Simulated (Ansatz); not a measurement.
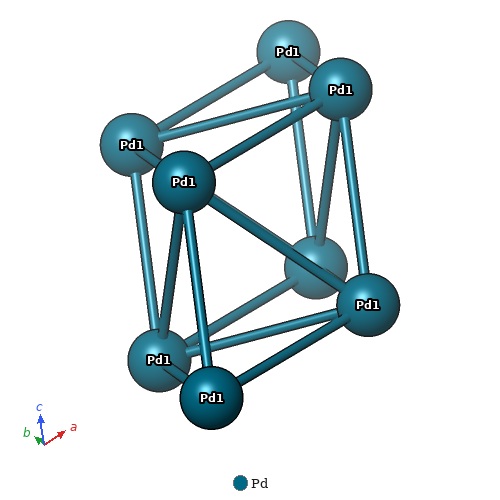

The system is Pd (Fm-3m, No. 225; 1 atom in the cell); the picture shows the reference structure. The cell is strained homogeneously, by one strain along x and y and another along z, with fractional coordinates fixed (x, y and z along the cube axes). The first coordinate is: strain along x and y; the second: strain along z. The scan uses a 5 × 5 grid. Points are written as (first, second). Energies: meV/atom, counted from the unstrained cell. The reference cell is the one listed in the database, not relaxed at this level. The k-mesh is coarse, so small energy differences aren't converged. All numbers below come from DFT PBE, scalar-relativistic, plane waves, PAW (Ansatz). Settings: cutoff 420 eV, k-mesh 8×8×8 (coarse), gaussian smearing 0.15 eV, no spin polarisation.

Its coordinates:

```
CELL_PARAMETERS angstrom
0.00000 1.94490 1.94490
1.94490 0.00000 1.94490
1.94490 1.94490 0.00000
ATOMIC_POSITIONS crystal
Pd 0.00000 0.00000 0.00000
```

Range: strain along x and y from −5.0 to 5.0 %; strain along z from −5.0 to 5.0 %.

**What landscape does the calculation give?**

The lowest grid point is at (2.5 %, 0.0 %), −16 meV/atom from the unstrained cell. The highest grid point, (−5.0 %, −5.0 %), lies 397 meV/atom above the lowest.

| strain along z ↓, strain along x and y → | −5.0 | −2.5 | 0.0 | 2.5 | 5.0 |
| --- | --- | --- | --- | --- | --- |
| 5.0 | 95 | 13 | −13 | 5 | 56 |
| 2.5 | 136 | 32 | −13 | −11 | 27 |
| 0.0 | 197 | 66 | 0 | −16 | 6 |
| −2.5 | 277 | 118 | 27 | −10 | −5 |
| −5.0 | 381 | 189 | 70 | 9 | −7 |

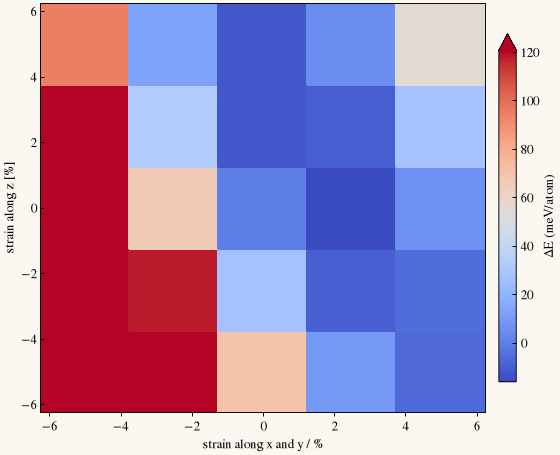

In the figure: one coloured cell a grid point, one colour for all values above the top of the scale.
